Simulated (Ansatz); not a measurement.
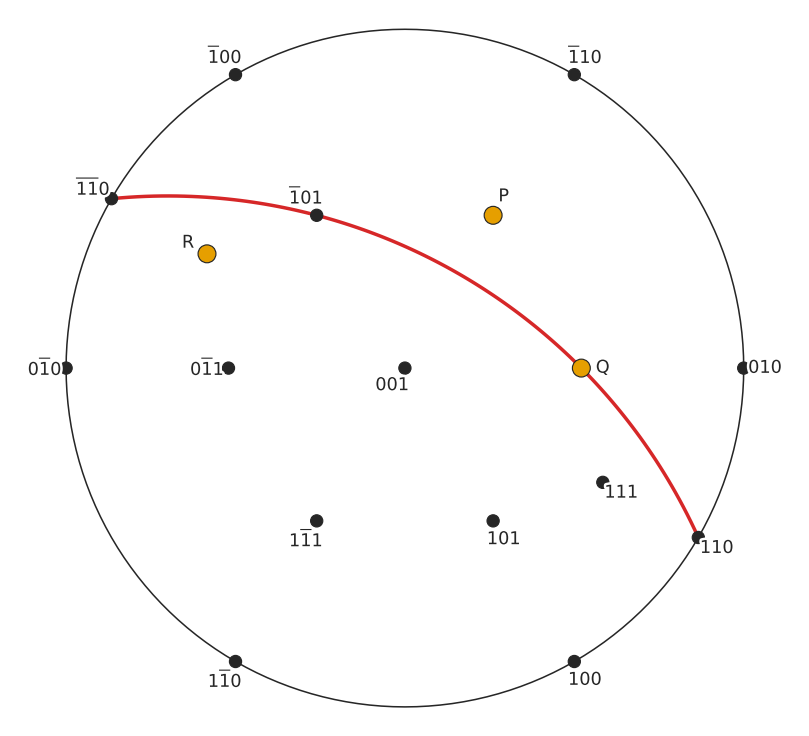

For Ti2Al, coordinates from a relaxation with DFT PBEsol, scalar-relativistic, plane waves, PAW in Ansatz: stereographic projection of plane normals (upper hemisphere) centred on (0 0 1). Symmetry computed with spglib at a tolerance of 0.002 Å; standard conventional cell.

a = 4.492 Å, b = 4.492 Å, c = 5.559 Å, α = 90.00°, β = 90.00°, γ = 120.00°.

Question: Index the poles marked P, Q, R.

Answer: P is (−1 1 1), in four indices (−1 1 0 1), 55.0° from the centre; Q is (0 1 1), in four indices (0 1 −1 1), 55.0° from the centre; R is (−1 −1 1), in four indices (−1 −1 2 1), 68.0° from the centre.

Question: Which zone does the coloured great circle trace?

Answer: The zone [1 −1 1]: its poles satisfy h − k + l = 0.

Question: What is the angle between the normals of (−1 −1 0) and (0 1 1), and what are their d_hkl = 1/|g|?

Answer: 135.2°; d = 2.246 Å and 3.187 Å.
